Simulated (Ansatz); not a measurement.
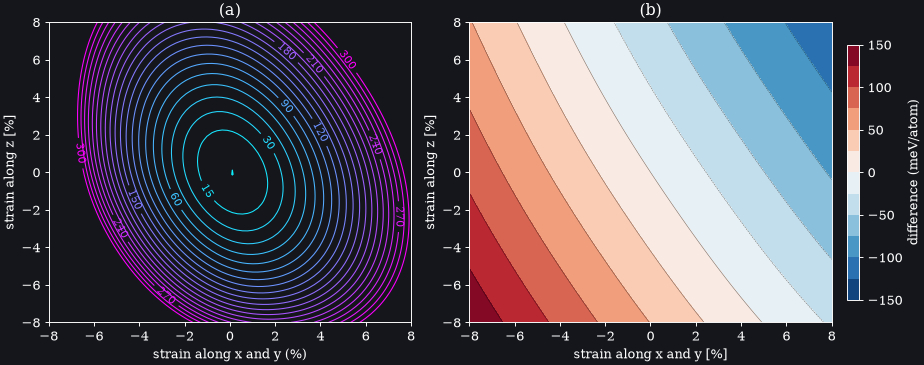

WC (P-6m2, No. 187; 2 atoms in the cell). The cell is strained homogeneously, by one strain along x and y and another along z, with fractional coordinates fixed (x along [1 0 0], z along [0 0 1] of the conventional cell). First axis: strain along x and y. Second axis: strain along z. Grid: 5 × 5 points. Energies are in meV/atom, from each map's own lowest point. Method: Ansatz, DFT PBEsol, scalar-relativistic, plane waves, PAW. Settings: cutoff 420 eV, k-mesh 24×24×22 in the order of the run's cell vectors, gaussian smearing 0.15 eV, no spin polarisation.

Panel (a): DFT PBEsol, scalar-relativistic, plane waves, PAW in Ansatz 0.2.0. Panel (b): the map at DFT PBE, scalar-relativistic, plane waves, PAW in Ansatz 0.2.0 less the map of (a), each from its own lowest point. The reference cell is the one listed in the database, not relaxed at this level.

> How does the change of method alter the landscape?

The difference runs from −119 meV/atom at strain along x and y = 8 %, strain along z = 8 % to 144 meV/atom at strain along x and y = −8 %, strain along z = −8 %. The interpolated minimum moves from 0.0 to 0.7 % in strain along x and y and 0.0 to 0.6 % in strain along z.
